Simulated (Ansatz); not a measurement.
A structure file:

```yaml
crystal:
  lattice:
    - [5.04568, 0.00000, 0.00000]
    - [-2.52284, 4.36969, 0.00000]
    - [0.00000, 0.00000, 13.32271]
  atoms:
    - { symbol: Ti, position: [0.00000, 0.00000, 0.65144] }
    - { symbol: Ti, position: [0.60535, 0.00000, 0.50000] }
    - { symbol: Ti, position: [0.00000, 0.60535, 0.50000] }
    - { symbol: Ti, position: [0.66667, 0.33333, 0.68189] }
    - { symbol: Ti, position: [0.39465, 0.39465, 0.50000] }
    - { symbol: Si, position: [0.33333, 0.66667, 0.66667] }
    - { symbol: Ti, position: [0.66667, 0.33333, 0.98477] }
    - { symbol: Ti, position: [0.27202, 0.33333, 0.83333] }
    - { symbol: Ti, position: [0.66667, 0.93868, 0.83333] }
    - { symbol: Ti, position: [0.33333, 0.66667, 0.01523] }
    - { symbol: Ti, position: [0.06132, 0.72798, 0.83333] }
    - { symbol: Si, position: [0.00000, 0.00000, 0.00000] }
    - { symbol: Ti, position: [0.33333, 0.66667, 0.31811] }
    - { symbol: Ti, position: [0.93868, 0.66667, 0.16667] }
    - { symbol: Ti, position: [0.33333, 0.27202, 0.16667] }
    - { symbol: Ti, position: [0.00000, 0.00000, 0.34856] }
    - { symbol: Ti, position: [0.72798, 0.06132, 0.16667] }
    - { symbol: Si, position: [0.66667, 0.33333, 0.33333] }
```

Describe what this structure looks like.

Formula: Ti5Si. Space group R32 (No. 155), lattice rhombohedral (trigonal R). Counting shared atoms by their share gives 15 Ti, 3 Si, or 18 atoms.

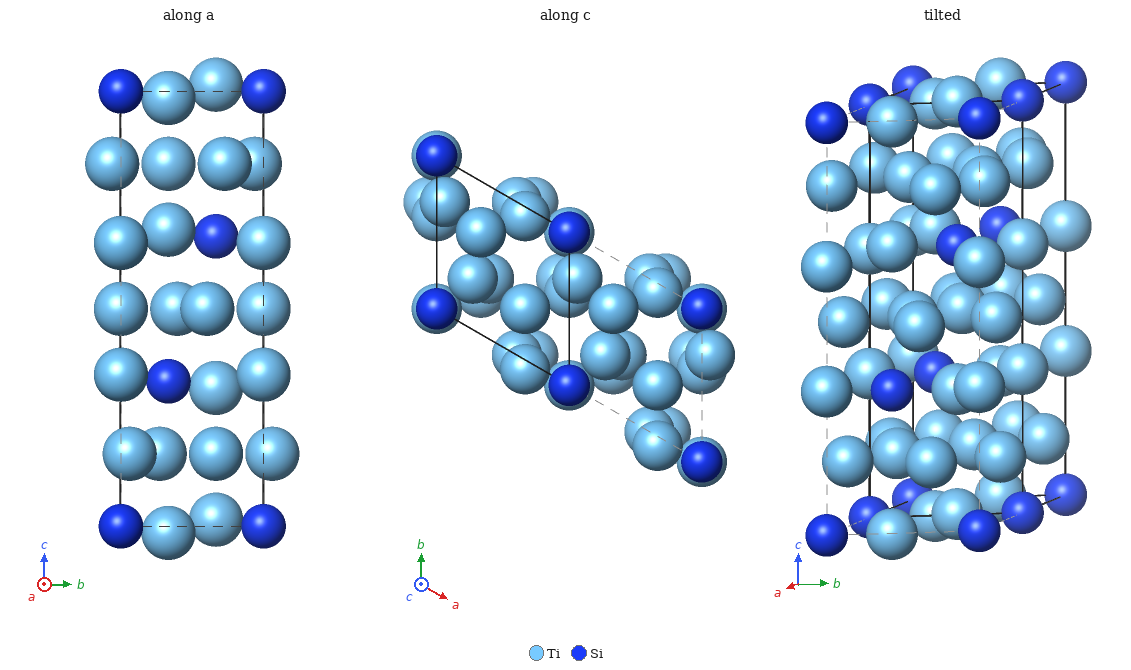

Crystal structure, spheres-only style, seen along the a axis, along the c axis and slightly off an axis. The solid box is one conventional unit cell, and 2×1×1 cells are shown.

It goes back to a structure listed in the Materials Project. Earlier steps of the study, as a rule a relaxation of our own, may have changed the cell and positions, so they can lie some per cent off the listed ones. It went into a calculation with Ansatz.
